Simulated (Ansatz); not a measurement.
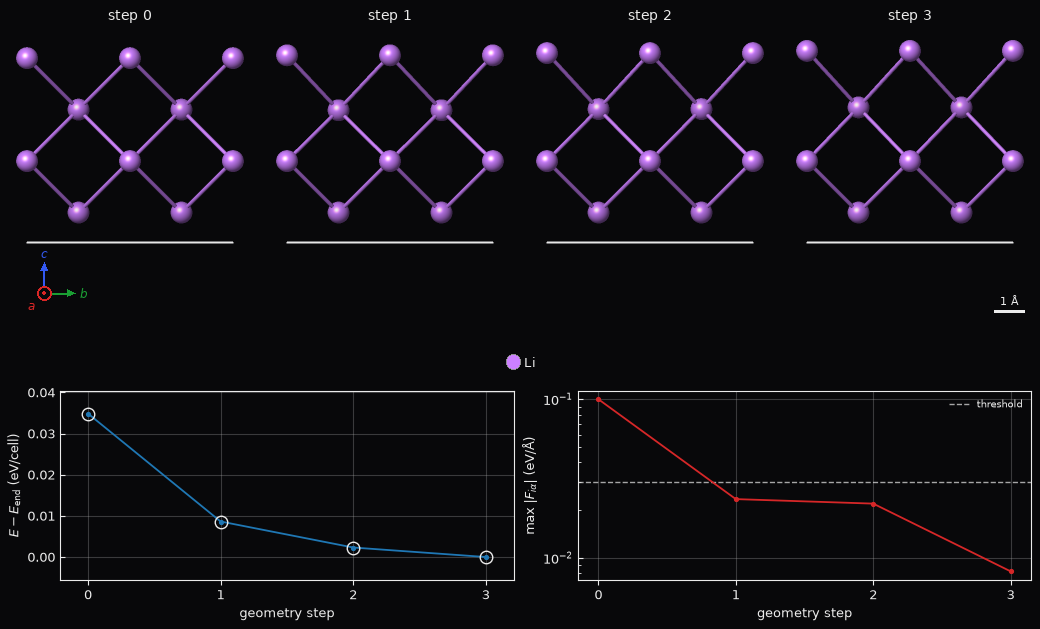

Frames of a constrained relaxation of a slab of composition Li (cut from the Im-3m phase), marked on the history of the run. A ball-and-stick model of the cell of the calculation, outlined in the plane, without the vacuum (origin shifted), seen along the a axis.

Case: clean slab, lower planes held. The slab is the (1 0 0) face of Li. 8 atoms are held fixed.

All numbers below come from DFT PBE, scalar-relativistic, plane waves, PAW in Ansatz 0.2.0. Set-up: plane-wave cutoff 420 eV; k-point mesh 3 × 3 × 1; occupations gaussian; smearing width 0.1 eV; no spin polarisation; dipole correction; atoms relaxed in a fixed cell; force threshold 0.03 eV/Å; at most 70 steps.

> Describe the path.

Over 3 geometry steps the energy falls by 34.9 meV per cell of the calculation. The largest force component goes from 0.1 to 0.0082 eV/Å. The largest moves, 0.24 Å, are those of Li atoms. The lattice vectors keep their values. Near-neighbour distances that change, for instance: Li–Li 2.973 → 3.073 Å, Li–Li 2.973 → 3.015 Å. Among the angles between lasting bonds that change: Li–Li–Li 109.5° → 104.3°, Li–Li–Li 70.5° → 67.9°. From step 0 to 1: Li atoms move most (0.09 Å), energy −26.2 meV per cell of the calculation. From step 1 to 2: Li atoms move most (0.07 Å), energy −6.3 meV per cell of the calculation. From step 2 to 3: Li atoms move most (0.07 Å), energy −2.3 meV per cell of the calculation.
